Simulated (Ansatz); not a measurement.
ZrS$_{2}$: several calculations on one system

**1. Scan**

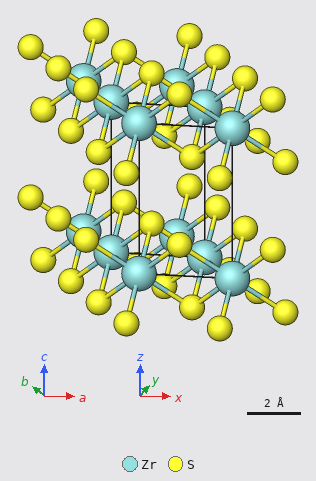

A scan of crystalline ZrS2 (P-3m1): the cell is strained equally along x and y and separately along z, with the atoms kept at their fractional coordinates. x, y and z are the Cartesian axes of the input. The picture shows the reference cell. Style: ball-and-stick. Shown: the cell of the calculation, repeated 1 × 2 × 1 with one cell outlined, slightly off an axis.

The calculation used Ansatz 0.2.0, DFT PBE+D3(BJ), scalar-relativistic, plane waves, PAW. (plane-wave cutoff 420 eV; k-point mesh 12 × 12 × 6; occupations gaussian; smearing width 0.05 eV; no spin polarisation). Energies (free energies at the smearing named) are counted from the cell as listed in its source, which wasn't relaxed.

```
Zr S
1.0
     3.63000    0.00000    0.00000
    -1.81500    3.14367    0.00000
     0.00000    0.00000    5.85000
Zr S
1 2
Direct
  0.00000 0.00000 0.00000
  0.33333 0.66667 0.24920
  0.66667 0.33333 0.75080
```

Question: Predict the energy profile on a grid with rows −0.080, −0.040, 0.000, 0.040, 0.080 and columns −0.080, −0.040, 0.000, 0.040, 0.080 (strain along x and y; strain along z).

Answer: Rows: strain along x and y; columns: strain along z; values in meV/atom.

|  | −0.080 | −0.040 | 0.000 | 0.040 | 0.080 |
| --- | --- | --- | --- | --- | --- |
| −0.080 | 510 | 366 | 267 | 209 | 186 |
| −0.040 | 204 | 115 | 64 | 47 | 61 |
| 0.000 | 60 | 14 | 0 | 15 | 55 |
| 0.040 | 40 | 29 | 43 | 82 | 142 |
| 0.080 | 117 | 132 | 169 | 225 | 299 |

In pairs of (strain along x and y; strain along z): the lowest computed point lies at (0.000, 0.000) (0 meV/atom), the highest at (−0.080, −0.080) (510 meV/atom). The valley is tilted: raising the in-plane strain is made harder by raising the strain along z (cross term 0.54 of the geometric mean of the two curvatures). Over the ranges scanned the energy rises more along the first axis, the in-plane strain. The pressure runs from −13.8 GPa at (0.080, 0.080) to 40.3 GPa at (−0.080, −0.080). The band gap on the mesh, 0.80 eV in the reference, closes at 3 of the 25 computed points.

**2. Energy map**

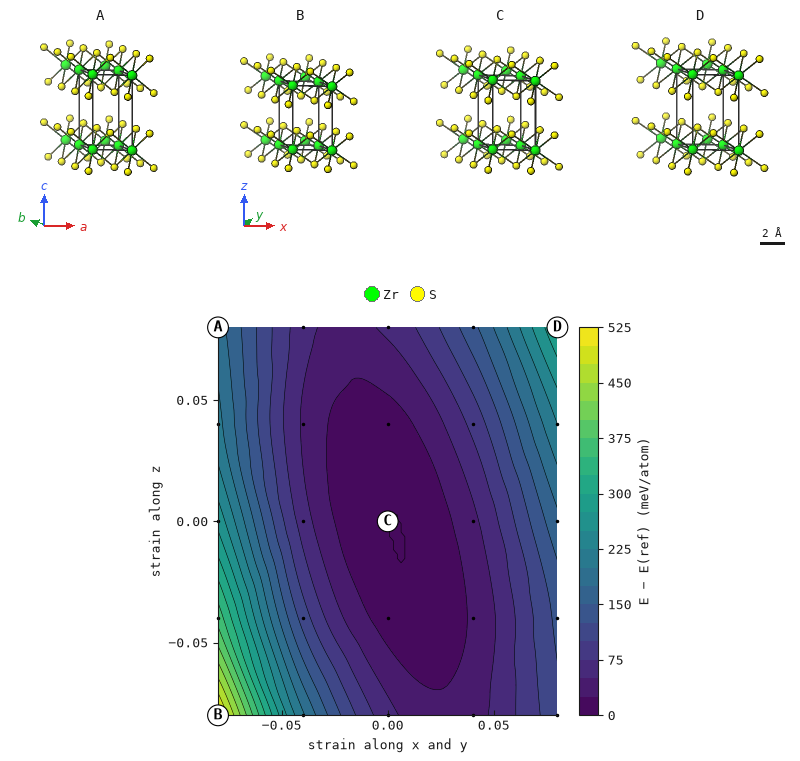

A scan of crystalline ZrS2 (P-3m1): the cell is strained equally along x and y and separately along z, with the atoms kept at their fractional coordinates. x, y and z are the Cartesian axes of the input. The map is interpolated between the computed points (dots). The lettered frames are marked on it. Style: ball-and-stick. Shown: the cell of the calculation, repeated 1 × 2 × 1 with one cell outlined, slightly off an axis.

All numbers below come from DFT PBE+D3(BJ), scalar-relativistic, plane waves, PAW (Ansatz). (plane-wave cutoff 420 eV; k-point mesh 12 × 12 × 6; occupations gaussian; smearing width 0.05 eV; no spin polarisation). Energies (free energies at the smearing named) are counted from the cell as listed in its source, which wasn't relaxed.

Where is the lowest point of the map, and what else does it tell?

In pairs of (strain along x and y; strain along z): the lowest computed point lies at (0.000, 0.000) (0 meV/atom), the highest at (−0.080, −0.080) (510 meV/atom). The valley is tilted: raising the in-plane strain is made harder by raising the strain along z (cross term 0.54 of the geometric mean of the two curvatures). Over the ranges scanned the energy rises more along the first axis, the in-plane strain. The pressure runs from −13.8 GPa at (0.080, 0.080) to 40.3 GPa at (−0.080, −0.080). The band gap on the mesh, 0.80 eV in the reference, closes at 3 of the 25 computed points. The frames lie at A (−0.080, 0.080): 186 meV/atom, B (−0.080, −0.080): 510 meV/atom, C (0.000, 0.000): 0 meV/atom, D (0.080, 0.080): 299 meV/atom.

**3. One mode**

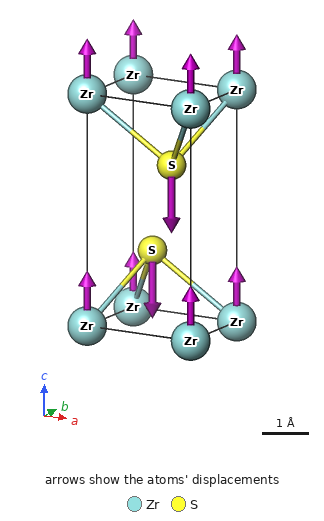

One vibrational mode of a crystal of ZrS2 relaxed at 16 GPa at the zone centre. Displacements are drawn as purple arrows; their common scale and sign are arbitrary. The picture is a ball-and-stick view of the cell of the calculation, seen from a free direction.

The calculation used DFT LDA, scalar-relativistic, plane waves, PAW in Ansatz 0.2.0. (plane-wave cutoff 420 eV; k-point mesh 12 × 12 × 8; occupations fermi dirac; smearing width 0.15 eV; target pressure 16 GPa; no spin polarisation)

The frequencies depend somewhat on the k-mesh and the smearing.

**Describe the mode and give its frequency.**

This is the A₂u mode at 386 cm⁻¹, optical level 3 of 4, counted from below, infrared-active by symmetry. The S sublattice moves against the Zr sublattice, along c; the kinetic energy is shared as S 59 %, Zr 41 %. The crystal is a metal, so free carriers screen the infrared response.

**4. Softest mode**

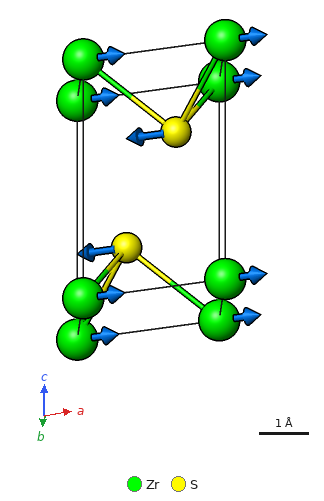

The lowest optical mode of solid ZrS2 relaxed at 25 GPa, space group P-3m1 (No. 164), at the zone centre. The blue arrows are the displacements of the atoms (eigenvector over the root of the mass), of arbitrary overall length and sign. The picture is a ball-and-stick view of the cell of the calculation, seen from a free direction.

Theory: DFT PBE+D3(BJ), scalar-relativistic, plane waves, PAW (Ansatz). Set-up: plane-wave cutoff 420 eV; k-point mesh 12 × 12 × 8; occupations fermi dirac; smearing width 0.15 eV; target pressure 25 GPa; no spin polarisation.

The frequencies depend somewhat on the k-mesh and the smearing.

Is the structure stable against all modes at this point?

Yes: this softest mode has a real frequency, and so have all others here. That speaks for this wave vector alone: the rest of the zone wasn't checked in this run. This is the E_u mode (doubly degenerate; one member of the set is drawn) at 223 cm⁻¹, the lowest optical level, infrared-active by symmetry. The S sublattice moves against the Zr sublattice, along a; the kinetic energy is shared as S 59 %, Zr 41 %. The crystal is a metal, so free carriers screen the infrared response.

**5. Softest mode**

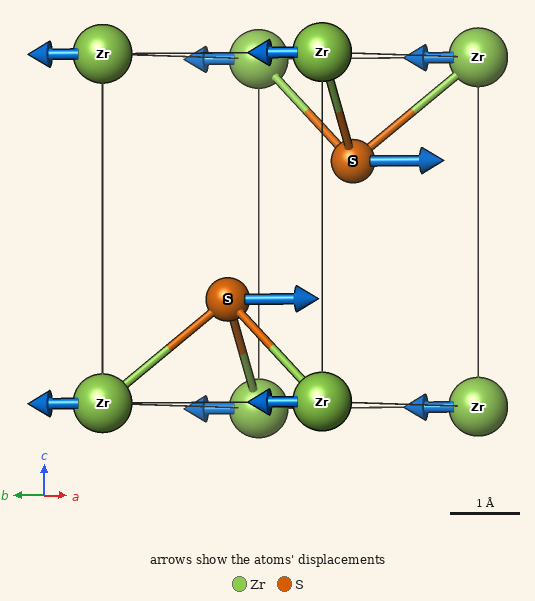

The lowest optical mode of solid ZrS2 relaxed at 25 GPa, space group P-3m1 (No. 164), at the zone centre. The blue arrows give the relative displacements of the atoms. A ball-and-stick model of the cell of the calculation, seen from a free direction.

Level of theory: DFT PBEsol, scalar-relativistic, plane waves, PAW in Ansatz. Settings: plane-wave cutoff 420 eV; k-point mesh 12 × 12 × 8; occupations fermi dirac; smearing width 0.15 eV; target pressure 25 GPa; no spin polarisation.

The frequencies depend somewhat on the k-mesh and the smearing.

Is the structure stable against all modes at this point?

Answer. Yes: this softest mode has a real frequency, and so have all others here. That speaks for this wave vector alone: the rest of the zone wasn't checked in this run. This is the E_u mode (doubly degenerate; one member of the set is drawn) at 225 cm⁻¹, the lowest optical level, infrared-active by symmetry. The S sublattice moves against the Zr sublattice, along b; the kinetic energy is shared as S 59 %, Zr 41 %. The crystal is a metal, so free carriers screen the infrared response.
